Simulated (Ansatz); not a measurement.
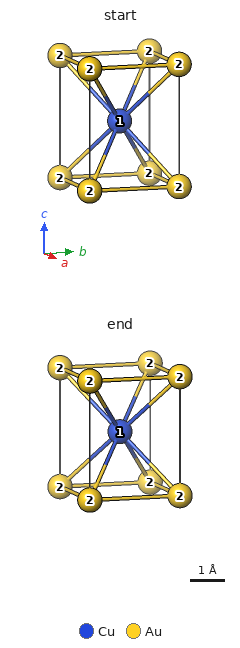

The structure of crystalline CuAu (set up in P4/mmm) before (top) and after (bottom) a relaxation, at one scale.

A ball-and-stick model of the cell of the calculation, seen slightly off an axis.

Level of theory: DFT PBEsol, scalar-relativistic, plane waves, PAW in Ansatz 0.2.0. (plane-wave cutoff 420 eV; k-point mesh 16 × 16 × 12; occupations gaussian; smearing width 0.1 eV; no spin polarisation; cell and atoms relaxed; force threshold 0.005 eV/Å; at most 80 steps)

> What changed between the two?

Over 4 accepted moves (5 points after the start) the energy falls by 4.6 meV per cell of the calculation. All forces vanish by symmetry, so only the cell relaxes. Pressure: −1.90 GPa at the start and 0.00 GPa at the end. At 1 point the geometry stayed and the basis and grid were re-selected for the new cell (energy shift of 0.2 meV per cell of the calculation at most each time). No atom moves by more than 0.005 Å relative to the cell. The drawn cell changes as follows: a = b 2.800 → 2.820 Å (+0.7 %), c 3.670 → 3.574 Å (−2.6 %); the volume changes by −1.2 %. Near-neighbour distances that change, for instance: Cu1–Au2 2.699 → 2.678 Å, Au2–Au2 2.800 → 2.820 Å, Cu1–Cu1 2.800 → 2.820 Å. The space group stays P4/mmm (No. 123). The run took 71 s on 1 thread of Arm Neoverse V2 (shared host), peak memory 0.47 GiB.
